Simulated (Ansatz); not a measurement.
```
Al Ni
1.0
     2.88100    0.00000    0.00000
     0.00000    2.88100    0.00000
     0.00000    0.00000    2.88100
Al Ni
1 1
Direct
  0.00000 0.00000 0.00000
  0.50000 0.50000 0.50000
```

Space group Pm-3m; the calculation finds a residual pressure of about 2 GPa at this fixed cell; spin-polarised.

Theory: Ansatz, DFT PBE, scalar-relativistic, plane waves, PAW.

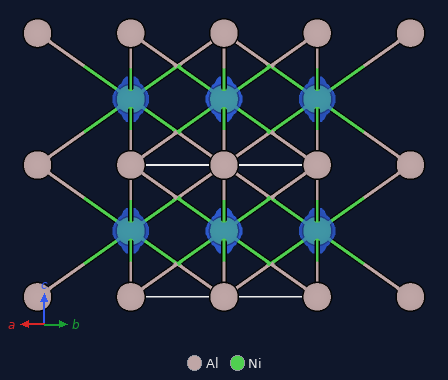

AlNi. Density of the Kohn–Sham states from −1.2 to 0.0 eV about the Fermi level (the filled states just under the Fermi level), scaled to one electron a cell: blue surface at 0.6 1/Å³, in the conventional cell, repeated, seen along [110].

In a PAW calculation such maps are meaningful between the atoms, not at the nuclei.

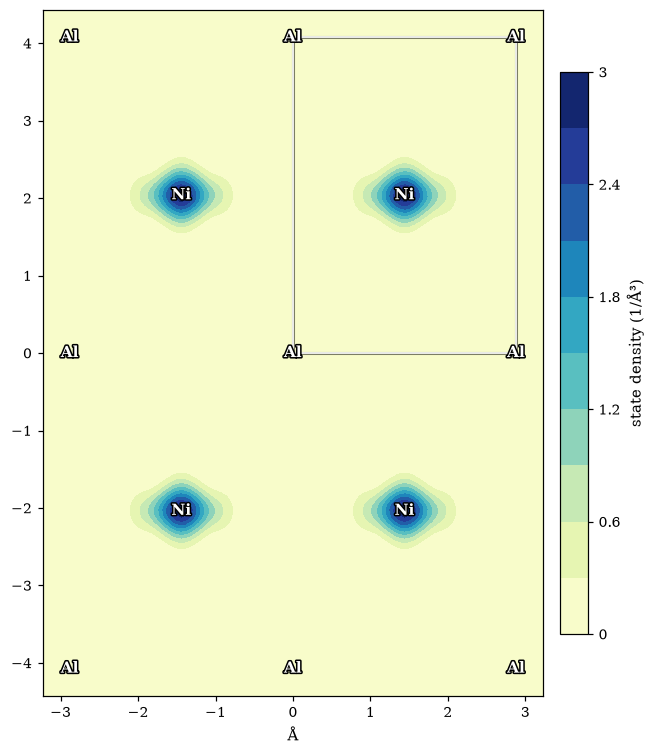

Also shown: a map on the (011̄) plane of the conventional cell.

Question: Which atoms and orbitals make up these states?

Answer: Löwdin projections on the PAW files' atomic orbitals give Ni 3d (75 %) and Al 3p (20 %). In space (atomic cells sized by Bader volumes) the density divides as Ni about 95 % and Al little. It nearly vanishes midway along the shortest Al–Al contact. Little of the density lies between the atoms' surroundings.

The run took 1.8 s on 2 threads of AMD EPYC 9R45 96-Core Processor (Zen 5), with other jobs on the host, peak memory 0.41 GiB.
